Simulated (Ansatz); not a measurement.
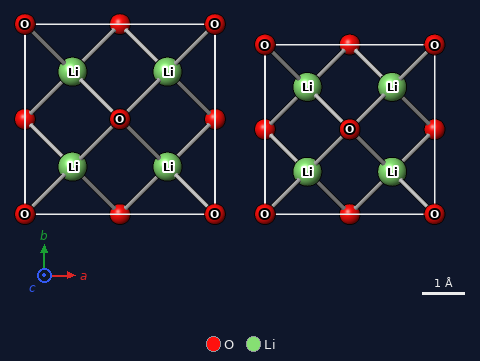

Two geometries of solid Li₂O (built on the antifluorite type), drawn at one scale. One is the start of a relaxation, the other its converged end. A ball-and-stick model of the conventional cell (4 times the calculation's cell), seen along the c axis. Lengths and directions refer to the drawn axes.

The calculation used DFT, PBE, plane waves, PAW (Ansatz). Settings: plane-wave cutoff 420 eV; k-point mesh 10 × 10 × 10; occupations fermi dirac; smearing width 0.02 eV; no spin polarisation; cell and atoms relaxed; force threshold 0.005 eV/Å.

### Which geometry has the lower energy?

The left one is the relaxed one. No atom moves by more than 0.005 Å relative to the cell. Cell: a = b = c 4.128 → 4.625 Å (+12.1 %). Volume +40.7 %. Some distances before and after: Li–Li 2.064 → 2.313 Å, Li–O 1.787 → 2.003 Å. The space group stays Fm-3m (No. 225). After 7 accepted moves (9 points after the start) the energy has fallen by 297 meV per atom. All forces vanish by symmetry, so only the cell relaxes. Pressure: 52.64 GPa at the start and 0.05 GPa at the end. The SCF was repeated twice at an unchanged geometry on a basis and grid sized afresh for the cell, which shifted the energy by 32.8 meV per atom at most.
